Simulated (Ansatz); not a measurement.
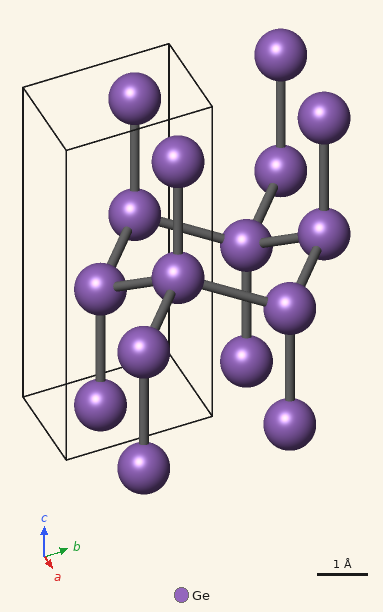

This is a symmetric starting cell of Ge. Style: ball-and-stick. Shown: the cell of the calculation, repeated 2 × 2 × 1 with one cell outlined, slightly off an axis.

All numbers below come from DFT r2SCAN, scalar-relativistic, plane waves, PAW (Ansatz). Set-up: plane-wave cutoff 500 eV; k-point mesh 12 × 12 × 6; occupations gaussian; smearing width 0.1 eV; no spin polarisation.

Change: The cell is strained by −5.8 % along c and +3.2 % across it (volume +0.2 %) and atoms are displaced by 0.24 Å relative to the cell: Ge1 0.24 Å along −c. No relaxation follows. The starting cell wasn't computed here and needn't be at equilibrium, so pressure and forces aren't due to the change alone.

Input
```yaml
crystal:
  lattice:
    - [4.1244692178, 0.0, 0.0]
    - [-2.0622346089, 3.5718951198, 0.0]
    - [0.0, 0.0, 6.2148981906]
  atoms:
    - { symbol: Ge, position: [0.66666667, 0.33333333, 0.0250188917] }
    - { symbol: Ge, position: [0.33333333, 0.66666667, 0.5250188917] }
    - { symbol: Ge, position: [0.66666667, 0.33333333, 0.4749811083] }
    - { symbol: Ge, position: [0.33333333, 0.66666667, 0.9749811083] }
basis:
  ecutwfc: 500
kpoints:
  mp_grid: { grid: [12, 12, 6] }
hamiltonian:
  xc: r2scan
scf:
  occupations: { method: gaussian, width: 0.1 }
output:
  forces: true
  stress: true
  eigenvalues: true
  write_density: true
  write_potential: true
  elf: true
  volumetric_format: npy
```

Command:
```bash
ansatz run input.yaml --threads 1 --pin off --max-ram 1331MiB --backend cpu --events-out ev --progress --plain --runs-dir out
```

Question: What does the calculation give for the changed structure?

Answer: Near-neighbour distances before and after: Ge–Ge 2.469 → 2.796 Å, Ge–Ge 2.453 → 2.401 Å. The space group stays P6_3/mmc (No. 194). The pressure is 0.9 GPa (not all of it need come from the change, since the unchanged cell can be under pressure at this level too). The principal stresses (compression positive) are −1.6 GPa along c and 2.1 GPa across it. The largest forces, 1.9 eV/Å, act on Ge1, Ge2, Ge3 and Ge4; on Ge1 it points along +c. The forces point straight back along the displacements (cosine −1.00).

The changed structure in the same view:

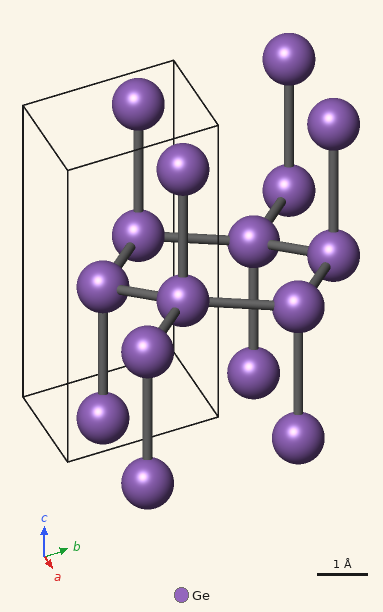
